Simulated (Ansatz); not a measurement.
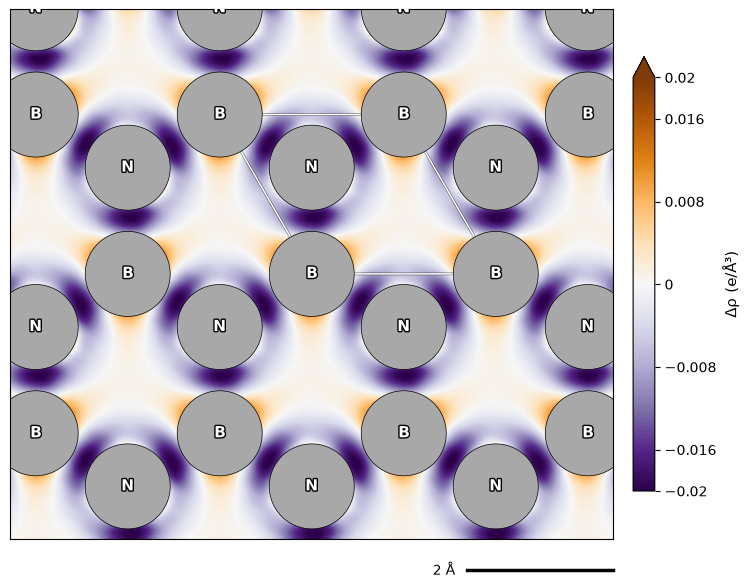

BN. Difference of the valence pseudo-densities of two functionals at the same geometry, on the (001) plane of the calculation cell: PBE less PBE0.

Both computed with Ansatz (plane waves, PAW), on the same k-point mesh. Grey discs cover the atomic cores.

**What does the difference map show?**

Against PBE0, PBE gives less density around N (−0.012 e/Å³ on average at 0.8 Å from the nucleus) and a change of −0.020 e/Å³ at the midpoint of B–N.
